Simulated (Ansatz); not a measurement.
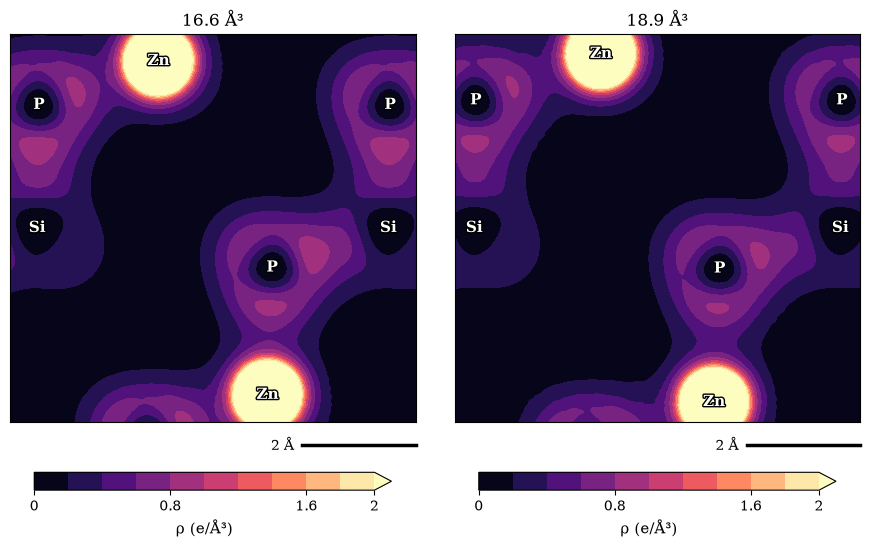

ZnSiP$_{2}$. The valence electron density of cells scaled evenly to different volumes (given per atom above each panel), on the (11̄0) plane of each (indices in the axes of the cell below), at one length scale and on one colour scale.

A structure from a database of computed crystals, not necessarily the ambient phase.

The calculation used DFT r2SCAN, scalar-relativistic, plane waves, PAW (Ansatz).

In a PAW calculation such maps are meaningful between the atoms, not at the nuclei.

The largest cell:

```cif
data_structure
_symmetry_space_group_name_H-M 'P 1'
_symmetry_Int_Tables_number 1
_cell_length_a 6.4645
_cell_length_b 6.4645
_cell_length_c 6.4645
_cell_angle_alpha 130.885
_cell_angle_beta 130.885
_cell_angle_gamma 71.996
_cell_volume 151.01
loop_
_atom_site_label
_atom_site_type_symbol
_atom_site_fract_x
_atom_site_fract_y
_atom_site_fract_z
_atom_site_occupancy
Zn1 Zn 0.00000 0.00000 0.00000 1
Zn2 Zn 0.75000 0.25000 0.50000 1
Si1 Si 0.50000 0.50000 0.00000 1
Si2 Si 0.25000 0.75000 0.50000 1
P1 P 0.37500 0.39175 0.51675 1
P2 P 0.87500 0.85825 0.48325 1
P3 P 0.60825 0.12500 0.98325 1
P4 P 0.14175 0.62500 0.01675 1
```

| volume (Å³/atom) | Si–P contact in the plane (Å) | ρ at its midpoint (e/Å³) | pressure (GPa) | gap on the mesh (eV) | 
| --- | --- | --- | --- | --- |
| 16.65 | 2.174 | 0.789 | 15.8 | 1.23 | 
| 17.78 | 2.216 | ? | ? | ? | 
| 18.88 | 2.255 | 0.700 | 0.2 | 1.55 | 

### What values belong in the row with question marks?

Over the known rows ln ρ falls by 1.48 per Å of Si–P distance (the line through the two), which gives 0.742 e/Å³ at 2.216 Å; the calculation gives 0.742 e/Å³. For the pressure, a straight line in volume between the neighbouring rows gives 7.9 GPa; the calculation gives 6.6, lower because pressure rises ever faster on compression. For the gap on the mesh, a straight line in volume between the neighbouring rows gives 1.39 eV; the calculation gives 1.41.
